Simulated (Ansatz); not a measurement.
## WSe2: single-point calculation (part 1 of 2)

WSe2 (P6₃/mmc, 6 atoms in the cell), computed with DFT LDA+U+J, scalar-relativistic, plane waves, PAW, U = 4 eV, J = 0.9 eV on W atom 1 d; U = 4 eV, J = 0.9 eV on W atom 2 d, spin-polarised (Ansatz 0.2.0).

The structure derives from an entry of the Crystallography Open Database. It belongs to a series of runs on one base structure; here: random orbitals: harmonics, high filling. Figures and captions count atoms from 1; the log counts them from 0 in places.

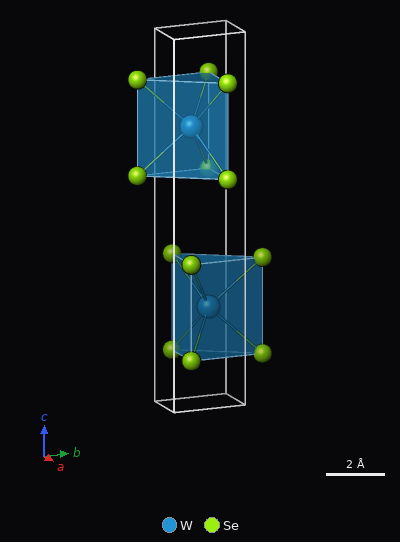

The structure as given in the input (polyhedral view of the cell of the calculation, seen slightly off an axis; polyhedra are completed across the faces of the cell).

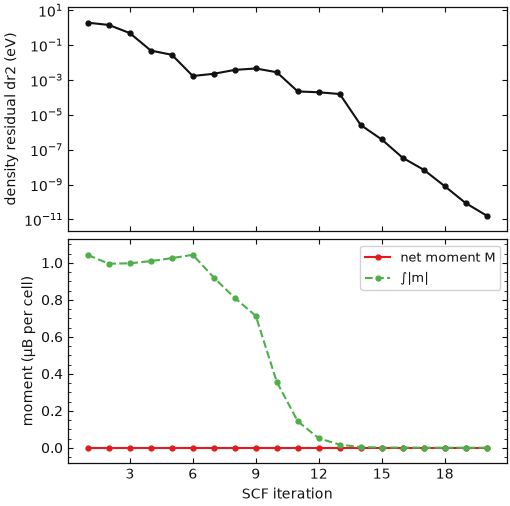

Convergence of the self-consistent field: density residual dr2 and magnetic moment against the SCF iteration. The residual falls almost steadily, with no more than small rises. The net moment stays at 0.0 μB per cell, and ∫|m| falls to zero.

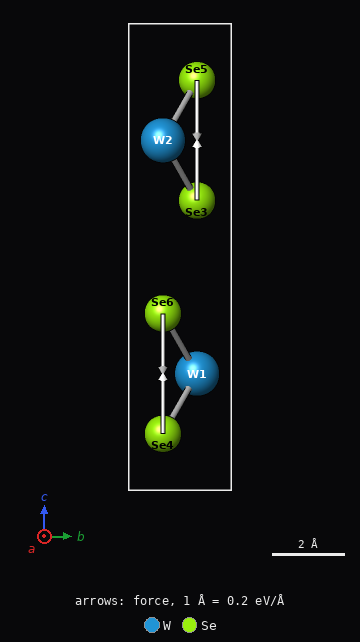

Forces on the atoms as white arrows (ball-and-stick view of the cell of the calculation, along the a axis; atoms are numbered from 1 in the order of the input). The largest act on all 4 Se atoms (0.35 eV/Å). The geometry is not a stationary point of this energy.

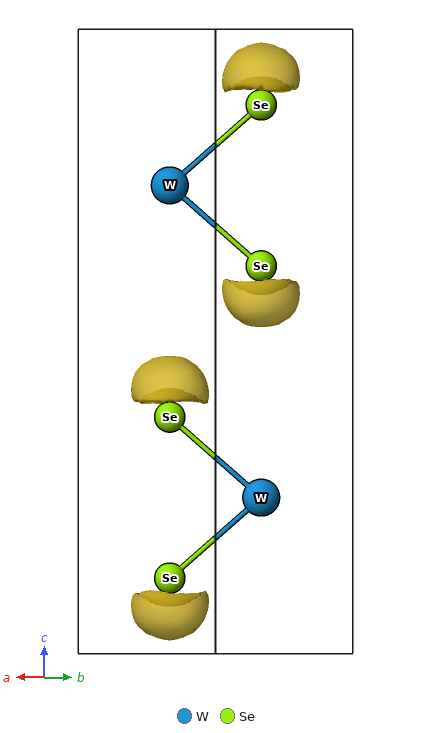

Isosurface of the ELF at 0.8 (yellow), seen along [110]. Core shells and regions of very low density are left out. Sticks mark near contacts. The outline is the cell set on symmetry axes. Profiles from the grid: W–Se (2.53 Å): the ELF is about 0.50 at the midpoint. Core electrons are frozen (PAW), so the fields are smoothed inside the atomic spheres.

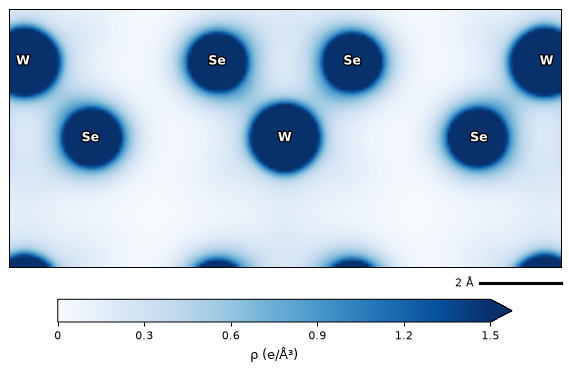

Valence pseudo-density on the (110) plane of the conventional cell. The plane passes through W and Se nuclei. W–Se (2.53 Å): the density is about 0.55 e/Å³ at the midpoint. Away from the nuclei the density in this plane falls to 0.02 e/Å³ at its lowest.

These pictures come from the run below.

The input:
```yaml
crystal:
  lattice:
    - [3.28999882, 0.0, 0.0]
    - [-1.64499941, 2.84922255, 0.0]
    - [0.0, 0.0, 12.97000144]
  atoms:
    - { symbol: W, position: [0.3333333333, 0.6666666667, 0.25], spin: 2.0 }
    - { symbol: W, position: [0.6666666667, 0.3333333333, 0.75], spin: -2.0 }
    - { symbol: Se, position: [0.3333333333, 0.6666666667, 0.621] }
    - { symbol: Se, position: [0.6666666667, 0.3333333333, 0.121] }
    - { symbol: Se, position: [0.3333333333, 0.6666666667, 0.879] }
    - { symbol: Se, position: [0.6666666667, 0.3333333333, 0.379] }
basis:
  ecutwfc: 420
  ecutrho_ratio: 4
kpoints:
  mp_grid: { grid: [7, 7, 2] }
hamiltonian:
  xc: lda
  hubbard:
    sites:
      - { site: 0, l: d, u: 4.0, j: 0.9, starting_ns: [{ spin: up, occupation_matrix: s0up }, { spin: down, occupation_matrix: s0down }] }
      - { site: 1, l: d, u: 4.0, j: 0.9, starting_ns: [{ spin: up, occupation_matrix: s1up }, { spin: down, occupation_matrix: s1down }] }
    double_counting: amf
    occupation_matrices:
      s0up:
        matrix:
          - [0.97, 0.0, 0.0, 0.0, 0.0]
          - [0.0, 0.02, 0.0, 0.0, 0.0]
          - [0.0, 0.0, 0.97, 0.0, 0.0]
          - [0.0, 0.0, 0.0, 0.02, 0.0]
          - [0.0, 0.0, 0.0, 0.0, 0.02]
      s0down:
        matrix:
          - [0.02, 0.0, 0.0, 0.0, 0.0]
          - [0.0, 0.02, 0.0, 0.0, 0.0]
          - [0.0, 0.0, 0.02, 0.0, 0.0]
          - [0.0, 0.0, 0.0, 0.02, 0.0]
          - [0.0, 0.0, 0.0, 0.0, 0.02]
      s1up:
        matrix:
          - [0.02, 0.0, 0.0, 0.0, 0.0]
          - [0.0, 0.02, 0.0, 0.0, 0.0]
          - [0.0, 0.0, 0.02, 0.0, 0.0]
          - [0.0, 0.0, 0.0, 0.02, 0.0]
          - [0.0, 0.0, 0.0, 0.0, 0.02]
      s1down:
        matrix:
          - [0.97, 0.0, 0.0, 0.0, 0.0]
          - [0.0, 0.02, 0.0, 0.0, 0.0]
          - [0.0, 0.0, 0.97, 0.0, 0.0]
          - [0.0, 0.0, 0.0, 0.02, 0.0]
          - [0.0, 0.0, 0.0, 0.0, 0.02]
    ns_hold: { iters: 5 }
scf:
  occupations: { method: gaussian, width: 0.05 }
  lower_state_search: "off"
  max_iter: 150
output:
  forces: true
  stress: true
  eigenvalues: true
  populations: true
  hubbard: { sites: [{ site: 0, l: d }, { site: 1, l: d }] }
  write_density: true
  write_potential: true
  elf: true
  volumetric_format: npy
magnetization:
  spin_polarized: true
```

Launch command:
```bash
ansatz run input.yaml --threads 4 --pin off --max-ram 6144MiB --backend cpu --events-out ev --progress --plain --runs-dir out
```

The program's output:
```
Warning: crystal.symmetry: narrowed to the stabiliser of the occupation matrices — unitary ops 12 → 4, anti-unitary 12 → 4; lowered by the specified shells (site 0, l: d), (site 1, l: d); largest admitted image defect 4.4e-16, smallest excluded 7.1e-1 — at a splitting's scale: the group the occupation matrices' own texture admits
W: projections on atomic orbitals take those of the free atom [Kr 4d10 4f14] 5s2 5p6 5d4 6s2, of charge +0.00 (hamiltonian.pseudopotentials.projection_atoms); the dataset's partial waves leave at most 6.5e-5 of an orbital's norm unspanned inside its sphere
Se: projections on atomic orbitals take those of the free atom [Ar] 3d10 4s2 4p4, of charge +0.00 (hamiltonian.pseudopotentials.projection_atoms); the dataset's partial waves leave at most 2.3e-6 of an orbital's norm unspanned inside its sphere
Engine: ansatz 0.2.0, aarch64-unknown-linux-gnu
Pseudopotentials: kind: paw
Pseudopotential: W, paw, valence charge 14, recommended cutoff 420 eV (normal), W.paw.azcp
Pseudopotential: Se, paw, valence charge 16, recommended cutoff 420 eV (normal), Se.paw.azcp
Functional definition: SPW92
  exchange = slater_x
  correlation = pw_c
Crystal: 6 atoms, lattice volume = 121.580 Å³
Basis set: ecut = 420 eV, 2419 PW (Γ)
Bands: 58, of which v1, the nominal top of the filled ones, is band 46 counted from 1 (45 counted from 0)
Symmetry: 4 space group operations
k-points: 32 of 98 (time reversal used)
Non-local potential: W, projectors of the file, l = 0: 3, l = 1: 2, l = 2: 2, l = 3: 1
Non-local potential: Se, projectors of the file, l = 0: 2, l = 1: 2, l = 2: 3, l = 3: 1
PAW form: soft (Blöchl's): semilocal exchange-correlation on the pseudo side does not see the compensation charge
PAW frozen core: W, regenerated for the run's functional, and the local potential with it (the file was generated under x = pbe(κ = 0.804, μ = 0.2195149727645171), c = pbe(β = 0.06672455060314922))
PAW frozen core: Se, regenerated for the run's functional, and the local potential with it (the file was generated under x = pbe(κ = 0.804, μ = 0.2195149727645171), c = pbe(β = 0.06672455060314922))
PAW one-centre angular grid: W, 590 points (default); XC on 64 Gauss nodes
PAW one-centre angular grid: Se, 590 points (default); XC on 64 Gauss nodes
Initial density: superposition of atomic densities (chi_scale 0.1, normalization cell)
Starting moments: Σ|m| = 4 μB on 2 of 6 sites
Initial wavefunctions: pseudopotential atomic-orbital guess
Functional: x = slater, c = lda
iter 1 solved again at ethr=2.08e-3 eV; its pass at ethr=3.10e-3 eV (dr2=1.91e0 eV) is discarded
```
